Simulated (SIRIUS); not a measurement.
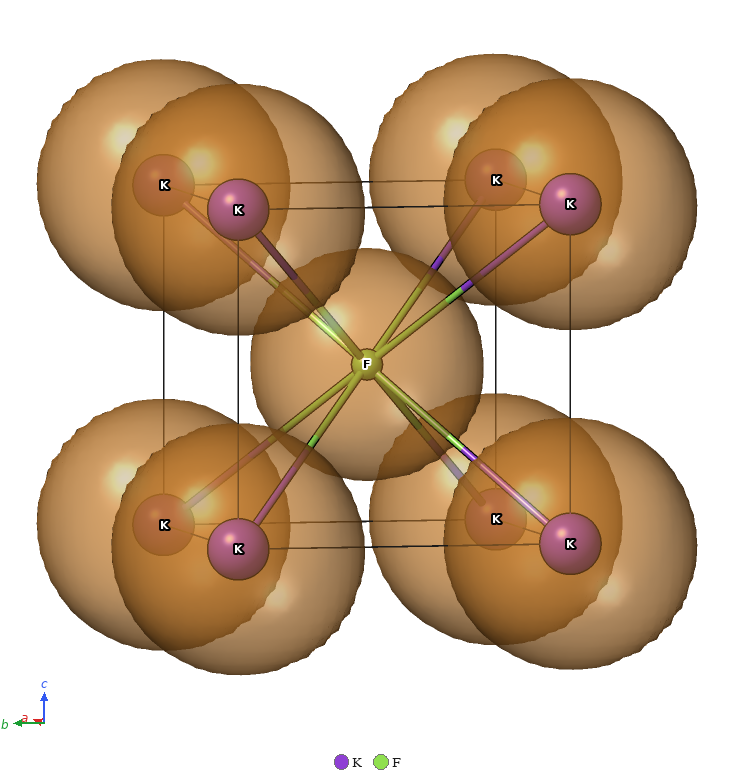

Figure 1: KF. Isosurface of the electron density at 0.15 e/Å³ (orange), seen at an oblique angle. Sticks mark near contacts.

Space group Pm-3m; a structure from a database of computed crystals, not necessarily the ambient phase.

Computed with SIRIUS 7.12.0, Kohn-Sham DFT of a periodic cell, PBE, all-electron FP-LAPW.

The calculation treats all electrons.

What does this surface tell about the bonding?

Answer. At this value the density breaks into separate islands. It bridges none of the near contacts. It is pinched off along the sampled K–F (2.82 Å) contacts. On the grid the lowest density along these lines, outside the cores, is 0.09 e/Å³ (K–F, 2.82 Å).
